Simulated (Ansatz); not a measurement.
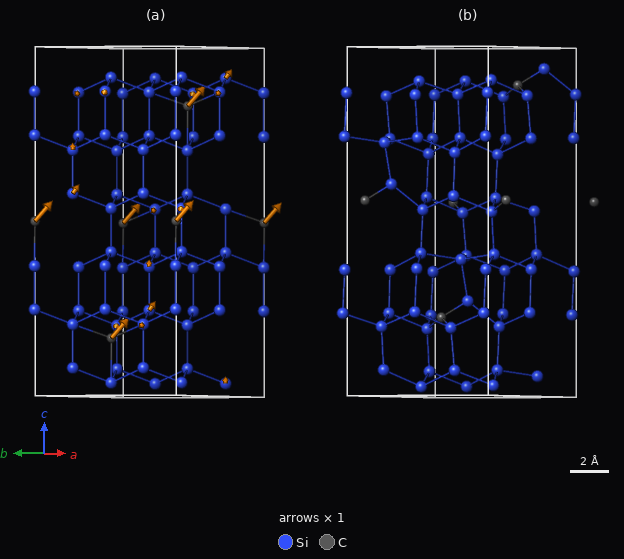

The structure of a defect cell of composition Si16C before (left) and after (right) a relaxation, at one scale. The orange arrows give the displacements, at their true length.

A ball-and-stick model of the larger cell on standard axes (3 times the calculation's cell) (origin shifted), seen from a free direction.

It is an interstitial C in diamond Si. The run prepares an end point of a later path (interstitial hop) calculation, from a guessed geometry.

Method: DFT PBE, scalar-relativistic, plane waves, PAW in Ansatz. (plane-wave cutoff 420 eV; k-point mesh 2 × 2 × 2; occupations gaussian; smearing width 0.02 eV; collinear spin; atoms relaxed in a fixed cell; force threshold 0.03 eV/Å; at most 60 steps)

Question: What changed between the two?

Answer: Over 15 geometry steps the energy falls by 1.586 eV per cell of the calculation. Largest force component: 0.54 eV/Å at the start, 0.011 eV/Å at the end. The largest move is that of the C atom, 1.54 Å along [3 −2 2]. Largest moves by element: C 1.54 Å, Si 0.63 Å. The cell doesn't change. Among the contacts that change: C–Si 2.410 → 3.923 Å, C–Si 2.348 → 3.514 Å, C–Si 2.668 → 1.770 Å, C–Si 2.342 → 1.835 Å. New bonds form, among them: C–Si (2.67 → 1.77 Å). Bond angles that change, for instance: Si–Si–C 178.8° → 131.9°, Si–Si–C 178.4° → 131.9°, Si–Si–C 71.7° → 110.8°. The program noted that the starting moments weren't kept. Cost: 89 s on 2 threads of Intel(R) Xeon(R) Platinum 8488C (Sapphire Rapids) (shared host), peak memory 0.82 GiB.

Limits of the set-up: the k-point mesh is coarse for a cell with partly filled bands; the periodic images lie only 7.7 Å apart, so the values are limited by the cell's size.
